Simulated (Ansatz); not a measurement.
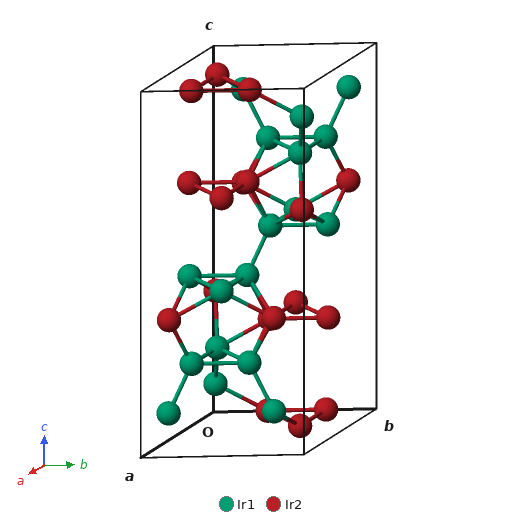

One unit cell; atoms that symmetry makes equivalent share a colour (atoms on faces, edges and corners are repeated). Crystal: Ir, the geometry relaxed with Ansatz, DFT PBE, scalar-relativistic, plane waves, PAW; the starting structure was generated, so it need not be a known form of this composition. Symmetry computed with spglib at a tolerance of 0.002 Å; standard conventional cell.

a = 7.082 Å, b = 7.082 Å, c = 16.700 Å, α = 90.00°, β = 90.00°, γ = 120.00°; space group R-3m (No. 166, hexagonal axes).

One atom of each site: Ir1 (0.118, 0.882, 0.894); Ir2 (0.214, 0.786, 0.027).

Give the multiplicity, Wyckoff letter and site symmetry of each site.

```tsv
site	Wyckoff	symmetry
Ir1	18h	.m
Ir2	18h	.m
```

How many free positional parameters does the structure have?

4: Ir1 2, Ir2 2.
